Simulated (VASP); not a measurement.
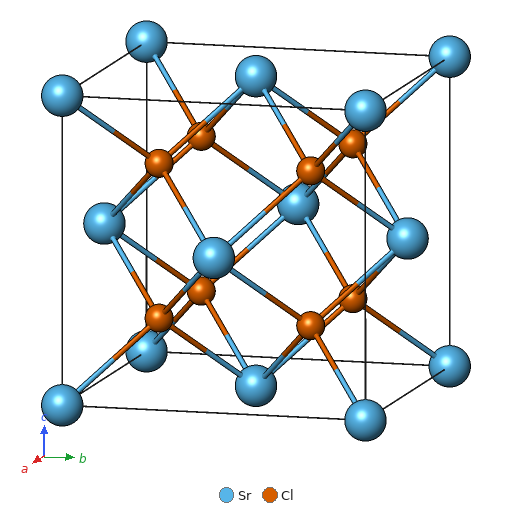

System: SrCl₂, space group Fm-3m (No. 225). The picture shows the conventional cell.

Input of the run:
```
PREC     = Accurate       # precision mode
ENCUT    = 520            # plane-wave cutoff, eV
EDIFF    = 1E-6           # SCF threshold, eV
ISMEAR   = 0              # smearing method
SIGMA    = 0.02           # smearing width, eV
LREAL    = False          # projectors in reciprocal space
LASPH    = True           # aspherical terms in the spheres
NELM     = 60             # most SCF steps
ALGO     = Normal         # electronic algorithm
ISIF     = 2              # what is computed and relaxed
LWAVE    = False          # write WAVECAR
LCHARG   = False          # write CHGCAR
GGA      = PE             # functional
LHFCALC  = True           # exact exchange
HFSCREEN = 0.2            # screening, 1/A
PRECFOCK = Fast         
ISTART   = 1            
KPAR     = 4
```

Run as:
```bash
cat potpaw_PBE.64/Sr_sv/POTCAR potpaw_PBE.64/Cl/POTCAR > POTCAR
cp INCAR.step1 INCAR
mpirun -np 4 vasp_std > vasp.out
cp INCAR.step2 INCAR
mpirun -np 4 vasp_std > vasp.out
```

How it was computed, with VASP 6.6.1: plane-wave DFT, no spin polarisation; energies at scaled volumes of the given cell, shape and fractions fixed, counted from the fit's minimum, third-order Birch-Murnaghan fit. Level: HSE06.

k mesh 4×4×4; occupations Gaussian; smearing width 0.02 eV; potentials VASP PAW PBE potentials, recommended; wave cutoff 520 eV.

Predict the energy and pressure against volume. The volume takes the values 27.58, 28.15, 28.73, 29.30, 29.87 Å³/atom.

A third-order Birch–Murnaghan fit gives V0 = 28.77 Å³/atom, B0 = 35.4 GPa and B′ = 5.0. The energy is 5.95 meV/atom at volume 27.58 Å³/atom and 4.34 meV/atom at 29.87 Å³/atom; the lowest computed point is at volume 28.73 Å³/atom (0.01 meV/atom), and no other minimum shows. The pressure falls from 1.61 GPa at volume 27.58 Å³/atom to −1.26 GPa at 29.87 Å³/atom, and changes sign near 28.73 Å³/atom.

```
volume (Å³/atom)  energy (meV/atom)  pressure (GPa)
           27.58               5.95            1.61
           28.15               1.54            0.77
           28.73               0.01            0.01
           29.30               1.04           -0.66
           29.87               4.34           -1.26
```

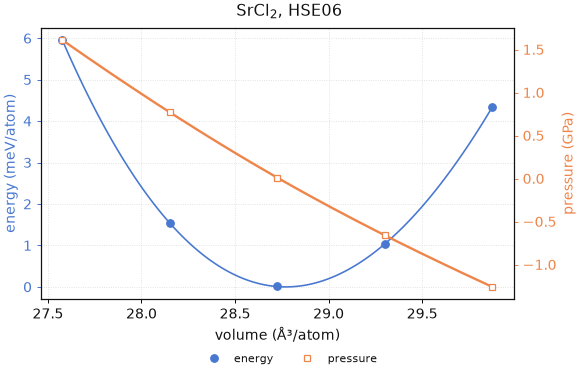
